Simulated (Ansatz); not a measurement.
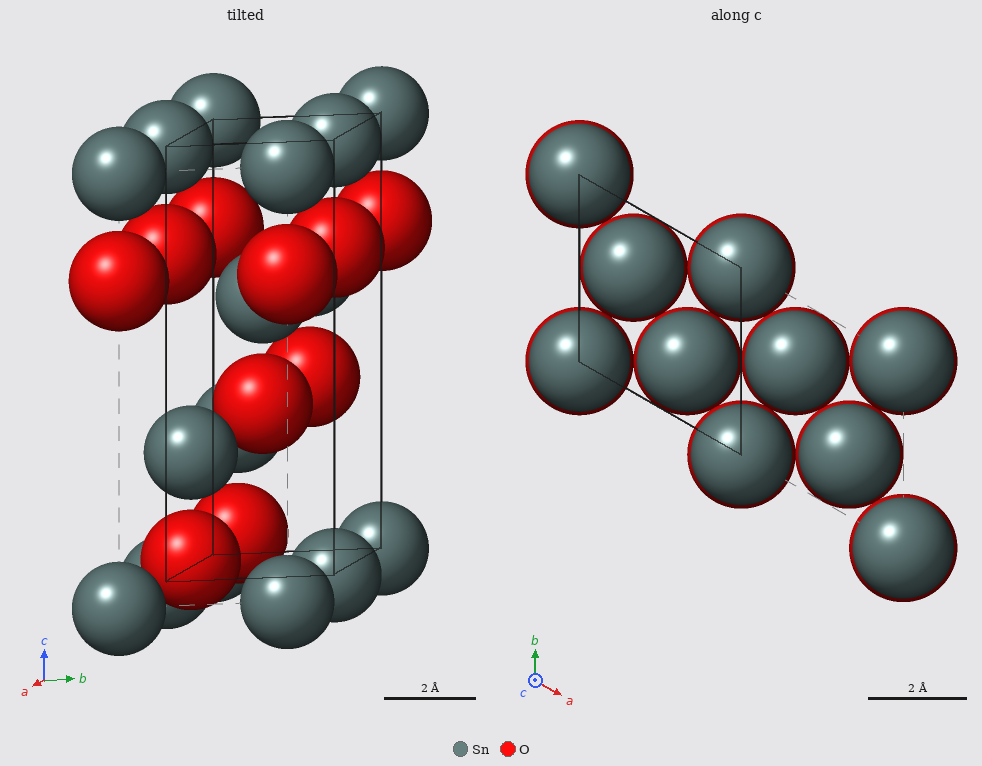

Space-filling representation of a periodic structure, projected slightly off an axis and along the c axis. The solid box is one conventional unit cell, and 2×1×1 cells are shown.

SnO, space group R3m (No. 160), a = 3.83 Å, b = 3.83 Å, c = 9.72 Å, α = 90.00°, β = 90.00°, γ = 120.00°.

The numbers come from Ansatz, DFT, r2SCAN, plane waves, PAW, using plane waves up to 500 eV, k-points about 0.25 Å⁻¹ apart, Fermi-Dirac smearing of 0.02 eV, no spin polarisation.

Is the electronic structure metallic or gapped?

A metal: bands cross the Fermi level.

Which way would the volume go on relaxing?

The computed pressure is -2.6 GPa (stretched: it would shrink).

Provenance: a structure type filled with these elements by a generator (whether the compound takes this form wasn't checked). The cell was then strained or its atoms displaced on purpose. It was run through Ansatz as a DFT input.
